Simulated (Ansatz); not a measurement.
## Geometry relaxation of PbI₂ (part 1 of 2)

PbI₂ (3 atoms in the cell), computed with DFT, PBE, plane waves, PAW, no spin polarisation (Ansatz 0.2.0).

The structure was built on a prototype by a generator; it need not be a known phase. Some settings of this run were made unusual or wrong on purpose. Figures and captions count atoms from 1; the log counts them from 0 in places.

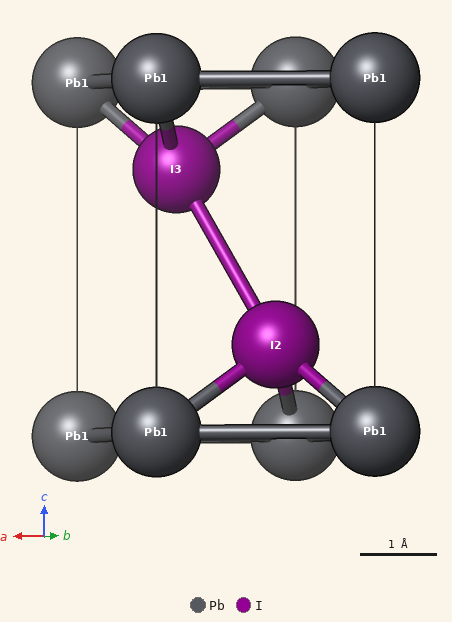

The input geometry (ball-and-stick view of the cell of the calculation, seen at an oblique angle; atoms are numbered from 1 in the order of the input).

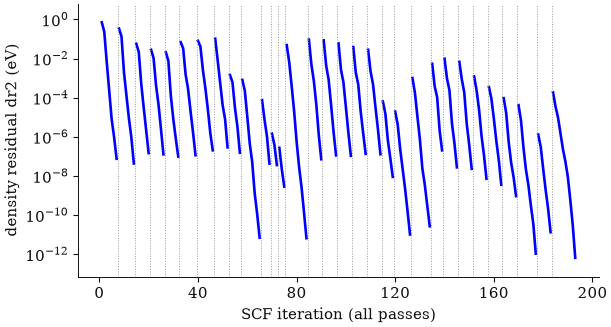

Convergence of the self-consistent field: density residual dr2 against the SCF iteration. The dotted lines part the SCF passes of the relaxation: geometry steps, rejected trials and re-solves on a re-selected basis. The 31 passes take 3 to 10 iterations each, 193 in all.

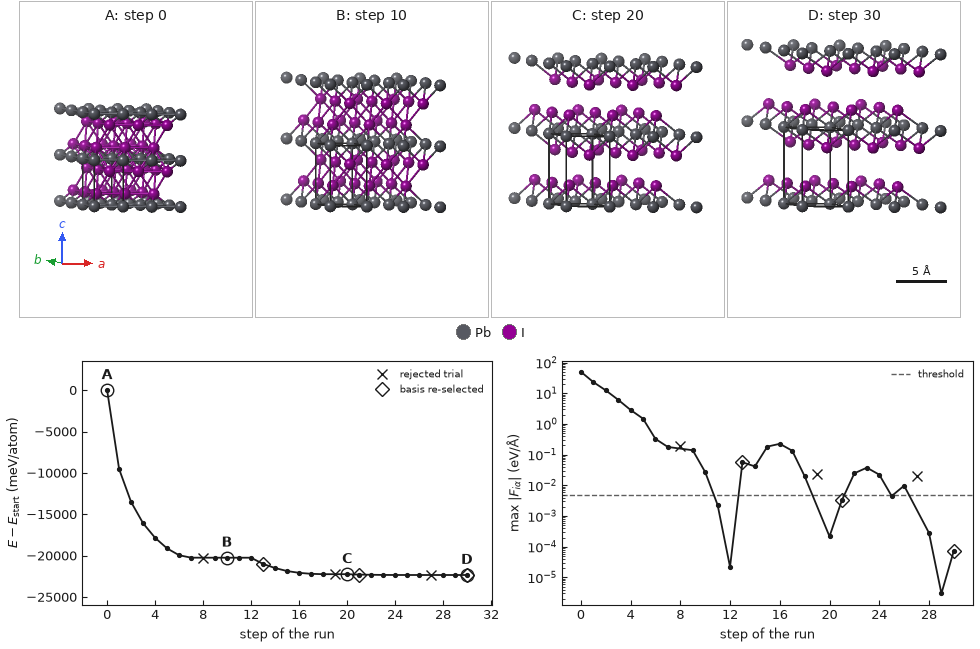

Frames of the relaxation (ball-and-stick view of the cell of the calculation, repeated 3 × 3 × 2, seen at an oblique angle) above the curves, on which the letters mark them (the first geometry is step 0 here and step 1 in the log).

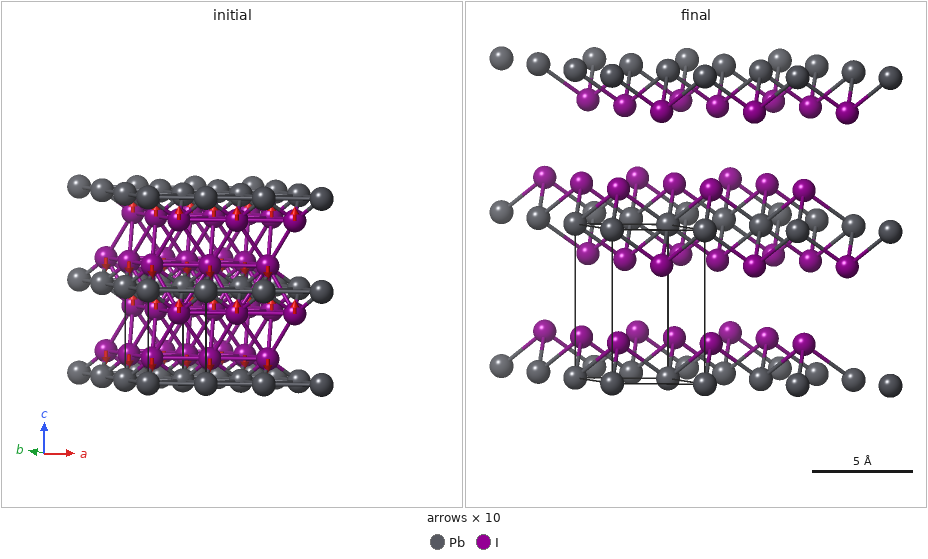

Before (left) and after (right) the relaxation, at one scale (ball-and-stick view of the cell of the calculation, repeated 3 × 3 × 2, seen at an oblique angle). The red arrows give the displacements (without the part carried along by the change of the cell), magnified 10 times. The energy falls by 22340 meV per atom in 27 geometry steps. The largest force component goes from 50 to under 0.0001 eV/Å. Pressure: 730.77 GPa at the start and 0.02 GPa at the end. The line search rejected the trial steps at points 8, 19, 27 (counted from 0) and went back. The basis was re-selected twice at an unchanged geometry, which shifts the energy a little without any move. The largest moves relative to the cell, 0.072 Å, are those of I2 and I3. Pb stays in place. Cell: a = b 2.915 → 4.676 Å (+60.4 %), c 4.665 → 7.717 Å (+65.4 %). Volume +325.5 %. Distances before and after: I2–I3 2.876 → 4.828 Å, Pb1–Pb1 2.915 → 4.676 Å, I2–I2 2.915 → 4.676 Å, Pb1–I2 2.048 → 3.277 Å. Bonds break: I2–I2 (2.92 → 4.68 Å), I2–I3 (2.88 → 4.59 Å), I2–I3 (2.88 → 4.83 Å), I3–I3 (2.92 → 4.68 Å). The space group stays P-3m1 (No. 164). The energy change given includes the shifts at the re-selections in mid-walk, which come without any move. A last SCF at the same geometry on a re-selected plane-wave basis shifts the energy by −0.9 meV per atom. (Atoms are counted from 1 in the order of the input.)

The input that produced these results follows, with the program's output.

## Input
```yaml
crystal:
  lattice:
    - [2.91548764, 0.0, 0.0]
    - [-1.45774382, 2.52488636, 0.0]
    - [0.0, 0.0, 4.66478022]
  atoms:
    - { symbol: Pb, position: [0.0, 0.0, 0.0] }
    - { symbol: I, position: [0.3333333333, 0.6666666667, 0.25] }
    - { symbol: I, position: [0.6666666667, 0.3333333333, 0.75] }
kpoints:
  mp_grid: { grid: [11, 11, 6] }
scf:
  occupations: { method: fermi_dirac, width: 0.03 }
  max_iter: 75
hamiltonian:
  xc: pbe
  pseudopotentials: { kind: paw }
output:
  forces: true
  stress: true
relax:
  f_tol: 0.005
  max_steps: 80
  cell: {}
```

Launch command:
```bash
ansatz run input.yaml --threads 1 --pin off --max-ram 3072MiB --backend cpu --events-out ev --progress --plain --runs-dir out
```

## Log
```
The last accepted step is kept in [file] (removed where the run ends without a failure and the disk answers)
Engine: ansatz 0.2.0, aarch64-unknown-linux-gnu
Pseudopotentials: kind: paw
Pseudopotential: Pb, paw, valence charge 14, recommended cutoff 420 eV (normal), Pb.paw.azcp
Pseudopotential: I, paw, valence charge 17, recommended cutoff 420 eV (normal), I.paw.azcp
Functional definition: PBE
  parameter kappa = 0.804
  parameter beta = 0.06672455060314922
  exchange = pbe_x(kappa = kappa, mu = beta*pi^2/3)
  correlation = pbe_c(beta = beta)
Crystal: 3 atoms, lattice volume = 34.339 Å³
Basis set: ecut = 420 eV, 687 PW (Γ), exchange–correlation on 40×40×64 points (8 copies of the dense FFT grid, shifted against one another)
Bands: 29, of which v1, the nominal top of the filled ones, is band 24 counted from 1 (23 counted from 0)
Symmetry: 12 space group operations
Space group: P-3m1 (ITA 164), of the structure as read, at distance tolerance 3.3e-5 Å
k-points: 84 of 726
Non-local potential: Pb, projectors of the file, l = 0: 2, l = 1: 2, l = 2: 2, l = 3: 2
Non-local potential: I, projectors of the file, l = 0: 2, l = 1: 2, l = 2: 2, l = 3: 2
PAW form: soft (Blöchl's): semilocal exchange-correlation on the pseudo side does not see the compensation charge
PAW one-centre angular grid: Pb, 590 points (default); XC on 64 Gauss nodes
PAW one-centre angular grid: I, 590 points (default); XC on 64 Gauss nodes
Initial density: superposition of atomic densities (neutral atoms: chi_scale 0, normalization atom), corrected by the library's trained network
Initial wavefunctions: pseudopotential atomic-orbital guess
Functional: x = pbe(κ = 0.804, μ = 0.2195149727645171), c = pbe(β = 0.06672455060314922)
SCF iter   1: F=—  HF=-26867.462771 eV  |F-HF|=—  |Δ(HF+E_count)|=         —  Δρ=4.77e-2  dr2=7.14e-1  ethr=1.77e-3  ⟨swp⟩=23.6  Hψ=24400  notcnv=0
preconditioner: auto → Kerker (q_TF=auto, 2.885 Å⁻¹)  [metal: Δε(μ)=0.030 eV  Ē_g=19.957 eV  σ=0.030 eV  W_gap=0.24  n_scr=22 (ndim 8)  ℏωp=33.5 eV  f_vac=0.000  D(μ)=1.31/eV (n_scr^D=8)]
SCF iter   2: F=—  HF=-26867.292388 eV  |F-HF|=—  |Δ(HF+E_count)|=   1.70e-1  Δρ=2.84e-2  dr2=2.39e-1  ethr=1.49e-3  ⟨swp⟩=3.5  Hψ=4156  notcnv=0  defer=54
SCF iter   3: F=—  HF=-26867.228352 eV  |F-HF|=—  |Δ(HF+E_count)|=   6.40e-2  Δρ=6.12e-3  dr2=6.84e-3  ethr=4.98e-4  ⟨swp⟩=6.3  Hψ=4913  notcnv=0  defer=62
SCF iter   4: F=—  HF=-26867.229753 eV  |F-HF|=—  |Δ(HF+E_count)|=   1.40e-3  Δρ=8.94e-4  dr2=2.34e-4  ethr=1.43e-5  ⟨swp⟩=5.9  Hψ=6485  notcnv=0  defer=61
SCF iter   5: F=—  HF=-26867.229962 eV  |F-HF|=—  |Δ(HF+E_count)|=   2.09e-4  Δρ=2.12e-4  dr2=8.09e-6  ethr=4.87e-7  ⟨swp⟩=5.4  Hψ=5748  notcnv=2  defer=54
SCF iter   6: F=—  HF=-26867.229967 eV  |F-HF|=—  |Δ(HF+E_count)|=   5.29e-6  Δρ=6.29e-5  dr2=9.50e-7  ethr=1.68e-8  ⟨swp⟩=5.8  Hψ=6443  notcnv=3  defer=54
SCF iter   7: F=-26867.230055 eV  HF=-26867.230055 eV  |F-HF|=2.49e-8  |Δ(HF+E_count)|=   8.82e-5  Δρ=1.59e-5  dr2=7.58e-8  ethr=2.08e-10  ⟨swp⟩=13.2  Hψ=22142  notcnv=0
SCF 1 converged in 7 iterations: F = -26867.230055 eV  dr2 = 7.58e-8
  greatest PAW one-centre occupation: 1.002 electrons in one spin orbital (limit 2), on the I atom at site 2 (counted from 0), in its partial waves of l = 2
relax step   1: F+E_penalty+E_count = -26867.23005521 eV  Δ(F+E_penalty+E_count) = +0.000e0 eV  max|allowed force component| = 5.050e1 eV/Å  Δτ_max = 0.0000 Å  P = +730.773 GPa  Ω = 34.339 Å³  (7 SCF iters, dr2 threshold 1.00e-7 eV, accepted)
Crystal: 3 atoms, lattice volume = 39.419 Å³
Basis set: ecut = 420 eV, 761 PW (Γ), exchange–correlation on 40×40×64 points (8 copies of the dense FFT grid, shifted against one another)
Initial density: handed on by an earlier stage of this run
Initial wavefunctions: those handed on with the density
iter 1 solved again at ethr=7.13e-4 eV; its pass at ethr=3.10e-3 eV (dr2=3.42e-1 eV) is discarded
SCF iter   1: F=—  HF=-26895.946931 eV  |F-HF|=—  |Δ(HF+E_count)|=         —  Δρ=2.82e-2  dr2=3.41e-1  ethr=7.13e-4  ⟨swp⟩=2.0  Hψ=19528  notcnv=0
preconditioner: auto → Kerker (q_TF=auto, 2.819 Å⁻¹)  [metal: Δε(μ)=0.010 eV  Ē_g=18.719 eV  σ=0.030 eV  W_gap=0.09  n_scr=22 (ndim 8)  ℏωp=31.3 eV  f_vac=0.000  D(μ)=1.46/eV (n_scr^D=10)]
SCF iter   2: F=—  HF=-26895.874490 eV  |F-HF|=—  |Δ(HF+E_count)|=   7.24e-2  Δρ=1.77e-2  dr2=1.34e-1  ethr=7.10e-4  ⟨swp⟩=2.7  Hψ=3078  notcnv=0
SCF iter   3: F=—  HF=-26895.835555 eV  |F-HF|=—  |Δ(HF+E_count)|=   3.89e-2  Δρ=3.04e-3  dr2=1.95e-3  ethr=2.80e-4  ⟨swp⟩=3.2  Hψ=4442  notcnv=0
SCF iter   4: F=—  HF=-26895.835192 eV  |F-HF|=—  |Δ(HF+E_count)|=   3.62e-4  Δρ=7.06e-4  dr2=1.31e-4  ethr=4.07e-6  ⟨swp⟩=3.2  Hψ=5356  notcnv=0  defer=2
SCF iter   5: F=—  HF=-26895.835161 eV  |F-HF|=—  |Δ(HF+E_count)|=   3.12e-5  Δρ=1.93e-4  dr2=8.77e-6  ethr=2.73e-7  ⟨swp⟩=2.1  Hψ=3804  notcnv=0  defer=2
SCF iter   6: F=—  HF=-26895.835164 eV  |F-HF|=—  |Δ(HF+E_count)|=   2.51e-6  Δρ=5.37e-5  dr2=9.03e-7  ethr=1.83e-8  ⟨swp⟩=2.3  Hψ=4566  notcnv=0  defer=2
SCF iter   7: F=-26895.835163 eV  HF=-26895.835163 eV  |F-HF|=5.32e-9  |Δ(HF+E_count)|=   2.25e-7  Δρ=1.40e-5  dr2=4.35e-8  ethr=6.25e-10  ⟨swp⟩=6.3  Hψ=10391  notcnv=0
SCF 2 converged in 7 iterations: F = -26895.835163 eV  dr2 = 4.35e-8
  greatest PAW one-centre occupation: 1.000 electrons in one spin orbital (limit 2), on the I atom at site 2 (counted from 0), in its partial waves of l = 2
relax step   2: F+E_penalty+E_count = -26895.83516327 eV  Δ(F+E_penalty+E_count) = -2.861e1 eV  max|allowed force component| = 2.332e1 eV/Å  Δτ_max = 0.1522 Å  P = +407.313 GPa  Ω = 39.419 Å³  energy of the carried Pulay correction = -6.312e-3 eV  (7 SCF iters, dr2 threshold 3.00e-7 eV, accepted)
[... from here on the SCF iterations and repeated set-up lines of each step are left out, up to the last step ...]
SCF 3 converged in 6 iterations: F = -26907.786695 eV  dr2 = 1.48e-7
relax step   3: F+E_penalty+E_count = -26907.78669451 eV  Δ(F+E_penalty+E_count) = -1.195e1 eV  max|allowed force component| = 1.252e1 eV/Å  Δτ_max = 0.0736 Å  P = +270.804 GPa  Ω = 43.734 Å³  energy of the carried Pulay correction = -1.103e-2 eV  (6 SCF iters, dr2 threshold 3.00e-7 eV, accepted)
SCF 4 converged in 6 iterations: F = -26915.500854 eV  dr2 = 1.27e-7
relax step   4: F+E_penalty+E_count = -26915.50085384 eV  Δ(F+E_penalty+E_count) = -7.714e0 eV  max|allowed force component| = 6.166e0 eV/Å  Δτ_max = 0.0527 Å  P = +185.308 GPa  Ω = 48.297 Å³  energy of the carried Pulay correction = -1.550e-2 eV  (6 SCF iters, dr2 threshold 3.00e-7 eV, accepted)
SCF 5 converged in 6 iterations: F = -26920.767988 eV  dr2 = 9.83e-8
relax step   5: F+E_penalty+E_count = -26920.76798822 eV  Δ(F+E_penalty+E_count) = -5.267e0 eV  max|allowed force component| = 2.871e0 eV/Å  Δτ_max = 0.0320 Å  P = +127.245 GPa  Ω = 53.250 Å³  energy of the carried Pulay correction = -1.984e-2 eV  (6 SCF iters, dr2 threshold 3.00e-7 eV, accepted)
SCF 6 converged in 7 iterations: F = -26924.607574 eV  dr2 = 1.15e-7
relax step   6: F+E_penalty+E_count = -26924.60757353 eV  Δ(F+E_penalty+E_count) = -3.840e0 eV  max|allowed force component| = 1.495e0 eV/Å  Δτ_max = 0.0033 Å  P = +80.205 GPa  Ω = 59.503 Å³  energy of the carried Pulay correction = -2.468e-2 eV  (7 SCF iters, dr2 threshold 3.00e-7 eV, accepted)
SCF 7 converged in 7 iterations: F = -26927.074798 eV  dr2 = 2.05e-7
relax step   7: F+E_penalty+E_count = -26927.07479777 eV  Δ(F+E_penalty+E_count) = -2.467e0 eV  max|allowed force component| = 3.274e-1 eV/Å  Δτ_max = 0.0108 Å  P = +39.612 GPa  Ω = 66.007 Å³  energy of the carried Pulay correction = -2.911e-2 eV  (7 SCF iters, dr2 threshold 3.00e-7 eV, accepted)
SCF 8 converged in 6 iterations: F = -26927.964794 eV  dr2 = 2.90e-7
relax step   8: F+E_penalty+E_count = -26927.96479367 eV  Δ(F+E_penalty+E_count) = -8.900e-1 eV  max|allowed force component| = 1.783e-1 eV/Å  Δτ_max = 0.0017 Å  P = +0.853 GPa  Ω = 73.349 Å³  energy of the carried Pulay correction = -3.350e-2 eV  (6 SCF iters, dr2 threshold 3.00e-7 eV, accepted)
SCF 9 converged in 5 iterations: F = -26927.923493 eV  dr2 = 1.54e-7
relax step   9: F+E_penalty+E_count = -26927.92349321 eV  Δ(F+E_penalty+E_count) = +4.130e-2 eV  max|allowed force component| = 1.950e-1 eV/Å  Δτ_max = 0.0047 Å  P = -0.721 GPa  Ω = 72.879 Å³  energy of the carried Pulay correction = -3.323e-2 eV  (5 SCF iters, dr2 threshold 3.00e-7 eV, rejected (line search))
SCF 10 converged in 8 iterations: F = -26927.975744 eV  dr2 = 7.07e-12
relax step  10: F+E_penalty+E_count = -26927.97574385 eV  Δ(F+E_penalty+E_count) = -1.095e-2 eV  max|allowed force component| = 1.395e-1 eV/Å  Δτ_max = 0.0005 Å  P = +0.145 GPa  Ω = 73.313 Å³  energy of the carried Pulay correction = -3.348e-2 eV  (8 SCF iters, accepted)
SCF 11 converged in 4 iterations: F = -26927.976620 eV  dr2 = 4.23e-8
relax step  11: F+E_penalty+E_count = -26927.97662004 eV  Δ(F+E_penalty+E_count) = -8.762e-4 eV  max|allowed force component| = 2.724e-2 eV/Å  Δτ_max = 0.0041 Å  P = -0.136 GPa  Ω = 73.383 Å³  energy of the carried Pulay correction = -3.352e-2 eV  (4 SCF iters, dr2 threshold 3.00e-7 eV, accepted)
SCF 12 converged in 3 iterations: F = -26927.976678 eV  dr2 = 3.63e-8
relax step  12: F+E_penalty+E_count = -26927.97667781 eV  Δ(F+E_penalty+E_count) = -5.777e-5 eV  max|allowed force component| = 2.315e-3 eV/Å  Δτ_max = 0.0010 Å  P = +0.061 GPa  Ω = 73.351 Å³  energy of the carried Pulay correction = -3.350e-2 eV  (3 SCF iters, dr2 threshold 5.83e-8 eV, accepted)
SCF 13 converged in 3 iterations: F = -26927.976674 eV  dr2 = 2.85e-9
relax step  13: F+E_penalty+E_count = -26927.97667365 eV  Δ(F+E_penalty+E_count) = +4.161e-6 eV  max|allowed force component| = 2.166e-5 eV/Å  Δτ_max = 0.0001 Å  P = -0.001 GPa  Ω = 73.363 Å³  energy of the carried Pulay correction = -3.351e-2 eV  (3 SCF iters, dr2 threshold 1.16e-8 eV, accepted)
SCF 14 converged in 9 iterations: F = -26930.234497 eV  dr2 = 6.61e-12
relax step  14: F+E_penalty+E_count = -26930.23449704 eV  Δ(F+E_penalty+E_count) = -2.258e0 eV  max|allowed force component| = 5.673e-2 eV/Å  Δτ_max = 0.0000 Å  P = +38.679 GPa  Ω = 73.363 Å³  stress off target by 4.55e1 GPa  SCF on the basis re-selected at this cell (its energy is not comparable with the rows above)  (9 SCF iters)
SCF 15 converged in 6 iterations: F = -26931.727487 eV  dr2 = 7.17e-8
relax step  15: F+E_penalty+E_count = -26931.72748659 eV  Δ(F+E_penalty+E_count) = -1.493e0 eV  max|allowed force component| = 4.146e-2 eV/Å  Δτ_max = 0.0223 Å  P = +25.150 GPa  Ω = 81.036 Å³  energy of the carried Pulay correction = -1.511e-3 eV  (6 SCF iters, dr2 threshold 3.00e-7 eV, accepted)
SCF 16 converged in 6 iterations: F = -26932.818296 eV  dr2 = 1.13e-7
relax step  16: F+E_penalty+E_count = -26932.81829626 eV  Δ(F+E_penalty+E_count) = -1.091e0 eV  max|allowed force component| = 1.833e-1 eV/Å  Δτ_max = 0.0197 Å  P = +14.728 GPa  Ω = 89.981 Å³  energy of the carried Pulay correction = -3.201e-3 eV  (6 SCF iters, dr2 threshold 3.00e-7 eV, accepted)
SCF 17 converged in 6 iterations: F = -26933.459473 eV  dr2 = 1.07e-7
relax step  17: F+E_penalty+E_count = -26933.45947271 eV  Δ(F+E_penalty+E_count) = -6.412e-1 eV  max|allowed force component| = 2.260e-1 eV/Å  Δτ_max = 0.0278 Å  P = +8.163 GPa  Ω = 98.940 Å³  energy of the carried Pulay correction = -4.813e-3 eV  (6 SCF iters, dr2 threshold 3.00e-7 eV, accepted)
SCF 18 converged in 6 iterations: F = -26933.819832 eV  dr2 = 1.36e-7
relax step  18: F+E_penalty+E_count = -26933.81983220 eV  Δ(F+E_penalty+E_count) = -3.604e-1 eV  max|allowed force component| = 1.348e-1 eV/Å  Δτ_max = 0.0460 Å  P = +3.788 GPa  Ω = 108.110 Å³  energy of the carried Pulay correction = -6.375e-3 eV  (6 SCF iters, dr2 threshold 3.00e-7 eV, accepted)
SCF 19 converged in 6 iterations: F = -26933.952598 eV  dr2 = 1.28e-7
relax step  19: F+E_penalty+E_count = -26933.95259759 eV  Δ(F+E_penalty+E_count) = -1.328e-1 eV  max|allowed force component| = 1.988e-2 eV/Å  Δτ_max = 0.0764 Å  P = +0.029 GPa  Ω = 118.809 Å³  energy of the carried Pulay correction = -8.106e-3 eV  (6 SCF iters, dr2 threshold 3.00e-7 eV, accepted)
SCF 20 converged in 5 iterations: F = -26933.952569 eV  dr2 = 8.97e-9
relax step  20: F+E_penalty+E_count = -26933.95256940 eV  Δ(F+E_penalty+E_count) = +2.819e-5 eV  max|allowed force component| = 2.290e-2 eV/Å  Δτ_max = 0.0058 Å  P = -0.067 GPa  Ω = 118.763 Å³  energy of the carried Pulay correction = -8.100e-3 eV  (5 SCF iters, dr2 threshold 2.47e-8 eV, rejected (line search))
SCF 21 converged in 7 iterations: F = -26933.952700 eV  dr2 = 1.02e-11
relax step  21: F+E_penalty+E_count = -26933.95269979 eV  Δ(F+E_penalty+E_count) = -1.022e-4 eV  max|allowed force component| = 2.168e-4 eV/Å  Δτ_max = 0.0030 Å  P = +0.000 GPa  Ω = 118.742 Å³  energy of the carried Pulay correction = -8.096e-3 eV  (7 SCF iters, accepted)
SCF 22 converged in 8 iterations: F = -26934.102753 eV  dr2 = 2.68e-11
relax step  22: F+E_penalty+E_count = -26934.10275270 eV  Δ(F+E_penalty+E_count) = -1.501e-1 eV  max|allowed force component| = 3.298e-3 eV/Å  Δτ_max = 0.0000 Å  P = +2.403 GPa  Ω = 118.742 Å³  stress off target by 2.67e0 GPa  SCF on the basis re-selected at this cell (its energy is not comparable with the rows above)  (8 SCF iters)
SCF 23 converged in 5 iterations: F = -26934.166998 eV  dr2 = 2.04e-7
relax step  23: F+E_penalty+E_count = -26934.16699835 eV  Δ(F+E_penalty+E_count) = -6.425e-2 eV  max|allowed force component| = 2.477e-2 eV/Å  Δτ_max = 0.0246 Å  P = +1.535 GPa  Ω = 123.801 Å³  energy of the carried Pulay correction = -5.504e-4 eV  (5 SCF iters, dr2 threshold 3.00e-7 eV, accepted)
SCF 24 converged in 6 iterations: F = -26934.223245 eV  dr2 = 2.76e-8
relax step  24: F+E_penalty+E_count = -26934.22324478 eV  Δ(F+E_penalty+E_count) = -5.625e-2 eV  max|allowed force component| = 3.771e-2 eV/Å  Δτ_max = 0.0421 Å  P = +0.634 GPa  Ω = 131.453 Å³  energy of the carried Pulay correction = -1.393e-3 eV  (6 SCF iters, dr2 threshold 3.00e-7 eV, accepted)
SCF 25 converged in 6 iterations: F = -26934.243466 eV  dr2 = 2.33e-8
relax step  25: F+E_penalty+E_count = -26934.24346579 eV  Δ(F+E_penalty+E_count) = -2.022e-2 eV  max|allowed force component| = 2.239e-2 eV/Å  Δτ_max = 0.0466 Å  P = +0.115 GPa  Ω = 138.791 Å³  energy of the carried Pulay correction = -2.209e-3 eV  (6 SCF iters, dr2 threshold 3.00e-7 eV, accepted)
SCF 26 converged in 6 iterations: F = -26934.247749 eV  dr2 = 7.24e-9
relax step  26: F+E_penalty+E_count = -26934.24774859 eV  Δ(F+E_penalty+E_count) = -4.283e-3 eV  max|allowed force component| = 4.491e-3 eV/Å  Δτ_max = 0.0351 Å  P = +0.017 GPa  Ω = 143.251 Å³  energy of the carried Pulay correction = -2.709e-3 eV  (6 SCF iters, dr2 threshold 9.47e-8 eV, accepted)
SCF 27 converged in 6 iterations: F = -26934.248621 eV  dr2 = 3.59e-9
```
